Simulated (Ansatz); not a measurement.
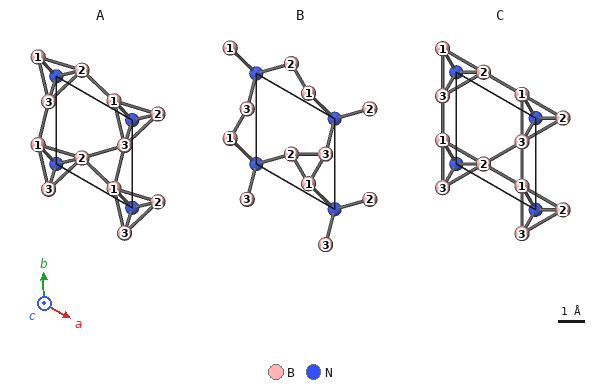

3 geometries from one relaxation of crystalline B₃N (built on the random type) (coarse preliminary run), in shuffled order. The picture is a ball-and-stick view of the cell of the calculation, seen along the c axis.

Case: random cell with space group P3 (No. 143).

Computed with Ansatz 0.2.0, DFT PBE, scalar-relativistic, plane waves, PAW. Set-up: plane-wave cutoff 420 eV; k-point mesh 6 × 6 × 6; occupations gaussian; smearing width 0.1 eV; no spin polarisation; cell and atoms relaxed; force threshold 0.04 eV/Å; at most 70 steps.

Put them in the order of the run, from the start to the converged end.

Answer. B, A, C. They are steps 0, 3, 13, at +1971 meV per atom, +66.8 meV per atom relative to the last. The largest moves relative to the cell, 0.51 Å, are those of B atoms. By element the largest moves are B 0.51 Å, N 0.25 Å. Cell: a = b 3.504 → 3.551 Å (+1.3 %), c 3.198 → 3.450 Å (+7.9 %). Volume +10.8 %. Some distances before and after: B–B 2.449 → 1.833 Å, B–N 1.915 → 1.498 Å, B–B 1.323 → 1.718 Å. Among the angles between lasting bonds that change: B–B–N 100.5° → 127.7°, B–B–N 135.3° → 127.7°, B–N–B 79.5° → 75.4°. The space group (tolerance 0.01 Å) goes from P3 (No. 143) to P3m1 (No. 156). Over 11 accepted moves (13 points after the start) the energy falls by 1971 meV per atom. The largest force component goes from 20 to 0.0085 eV/Å. Pressure: 43.65 GPa at the start and 0.05 GPa at the end. The SCF was repeated twice at an unchanged geometry on a basis and grid sized afresh for the cell, which shifted the energy by 3.8 meV per atom at most. Cost: 33 s on 1 thread of Arm Neoverse V1, with other jobs on the host, peak memory 0.3 GiB.
